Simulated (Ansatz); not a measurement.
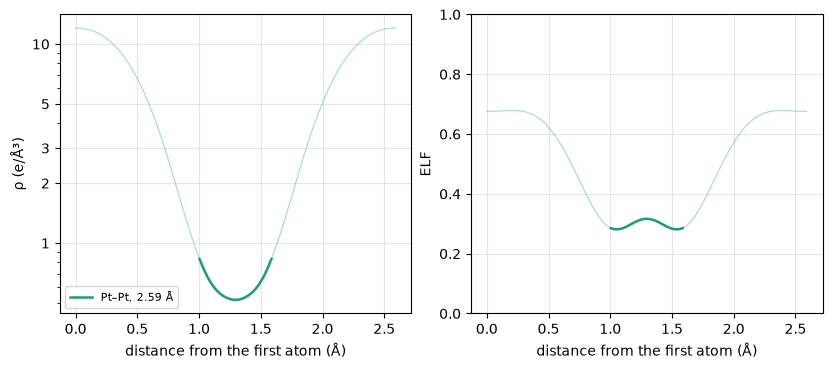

*Pt. Valence electron density and ELF along straight lines between neighbouring atoms. Thin, pale parts lie inside the atomic spheres.*

Space group Pm-3m; set up as Pt, simple cubic; a generated structure, not necessarily the stable one; changed on purpose from its base cell (volume × 0.96); computed pressure about 8 GPa in this cell.

Computed with DFT, PBE, plane waves (420 eV) with PAW, scalar-relativistic in Ansatz.

The density is the valence pseudo-density of a PAW calculation; it isn't the true density close to the nuclei.

Question: What can be read from the curves?

Answer: Pt–Pt (2.59 Å): ρ is about 0.52 e/Å³ halfway; the ELF is about 0.30 at the midpoint.
